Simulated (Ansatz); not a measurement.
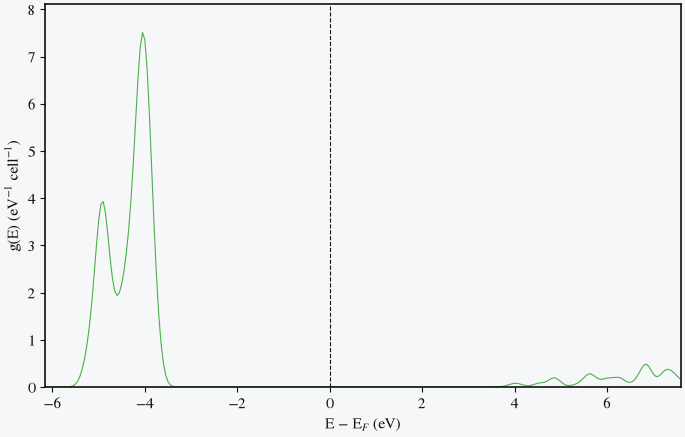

Density of states. Energies are counted from the Fermi level. The curve is built from the levels of the k mesh with Gaussians 0.3 eV wide, which also blur the band edges.

System: NaF, space group Fm-3m (No. 225), 2 atoms in the cell, rocksalt type.

Level of theory: DFT, r2SCAN+rVV10, plane waves, PAW, no spin polarisation, 10×10×10 k mesh, 500 eV cutoff, Fermi-Dirac smearing of 0.03 eV; code Ansatz 0.2.0.

**Metal or insulator, going by the density of states?**

There is a gap; over the k points computed it is 7.29 eV (direct among those points).

**Where is the tallest peak of the filled states in the window?**

Within the window shown, the tallest peak of the filled states lies 0.4 eV under the valence-band top, at about 7.5 states per eV and cell.
